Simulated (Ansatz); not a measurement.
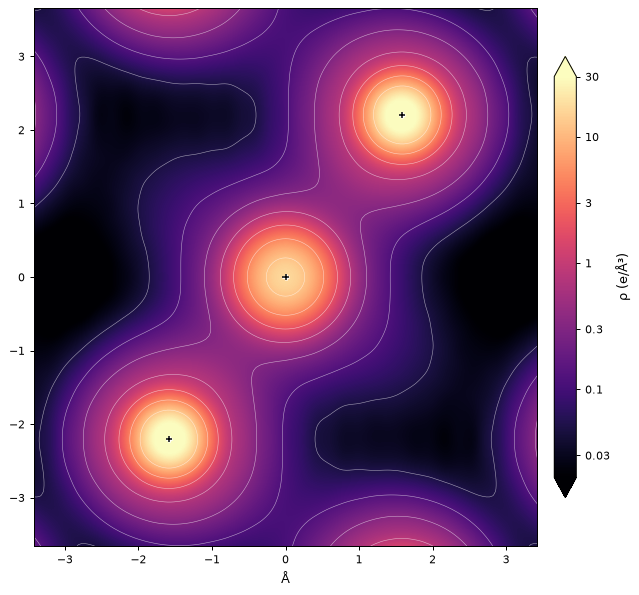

The valence electron density on a plane through atoms (crosses mark nuclei in the plane).

All numbers below come from DFT PBEsol, scalar-relativistic, plane waves, PAW in Ansatz.

Candidates:
A. Co, a = 2.46 Å, b = 2.46 Å, c = 3.97 Å, α = 90.00°, β = 90.00°, γ = 120.00°. Space group P6₃/mmc; a structure from a database of computed crystals, not necessarily the ambient phase; spin-polarised.
B. SnSe2, a = 3.82 Å, b = 3.82 Å, c = 6.15 Å, α = 90.00°, β = 90.00°, γ = 120.00°. Space group P-3m1.
C. TaN, a = 5.21 Å, b = 5.21 Å, c = 2.90 Å, α = 90.00°, β = 90.00°, γ = 120.00°. Space group P6/mmm.

> Which system is this?

Candidate B: SnSe2 on the (110) plane of the conventional cell, which holds Sn and Se. Sn–Se (2.72 Å): the density is about 0.39 e/Å³ at the midpoint.
